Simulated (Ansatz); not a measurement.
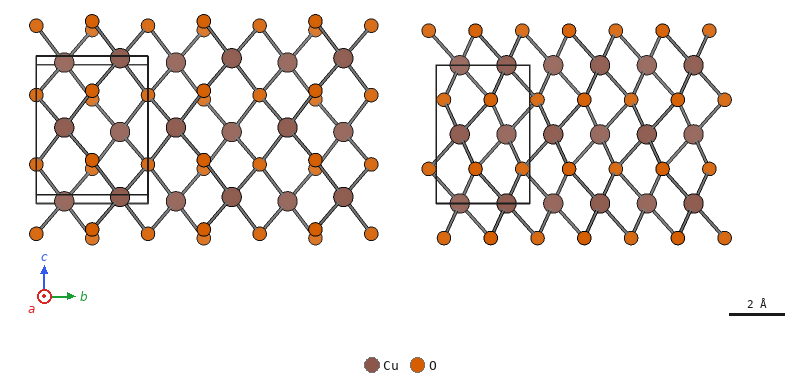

Two geometries of crystalline CuO (set up in C2/c), drawn at one scale. One is the start of a relaxation, the other its converged end. A ball-and-stick model of the conventional cell (2 times the calculation's cell), repeated 1 × 3 × 1 with one cell outlined, seen along the a axis. Lengths and directions refer to the drawn axes.

Method: Ansatz, DFT PBEsol, scalar-relativistic, plane waves, PAW. Set-up: plane-wave cutoff 420 eV; k-point mesh 16 × 16 × 8; occupations gaussian; smearing width 0.1 eV; no spin polarisation; cell and atoms relaxed; force threshold 0.005 eV/Å; at most 80 steps.

### Which one is relaxed?

The left one is the relaxed one. After 15 accepted moves (21 points after the start) the energy has fallen by 37.6 meV per atom. Largest force component: 0.37 eV/Å at the start, 0.00025 eV/Å at the end. Pressure: −2.71 GPa at the start and 0.01 GPa at the end. The line search rejected the trial step at point 4 of the run. At 5 points the geometry stayed and the basis and grid were re-selected for the new cell (energy shift of 7.4 meV per atom at most each time). The largest moves relative to the cell, 0.33 Å, are those of O atoms. Cu stays in place. The volume changes by +5.2 %, with a 4.684 → 4.101 Å (−12.4 %), b 3.423 → 4.085 Å (+19.3 %), c 5.129 → 5.092 Å (−0.7 %), β 99.5° → 90.0°. Among the contacts that change: Cu–O 1.961 → 1.927 Å. Among the angles between lasting bonds that change: Cu–O–Cu 145.8° → 116.0°, Cu–O–Cu 104.0° → 115.7°, Cu–O–Cu 108.8° → 116.0°. Within 0.06 Å the space group is C2/c at the start and P4_2/mmc at the end; at a tighter tolerance small leftover displacements or strains of the cell lower it. The run took 98 s on 4 threads of Intel(R) Xeon(R) 6975P-C (Granite Rapids), with other jobs on the host, peak memory 0.85 GiB.
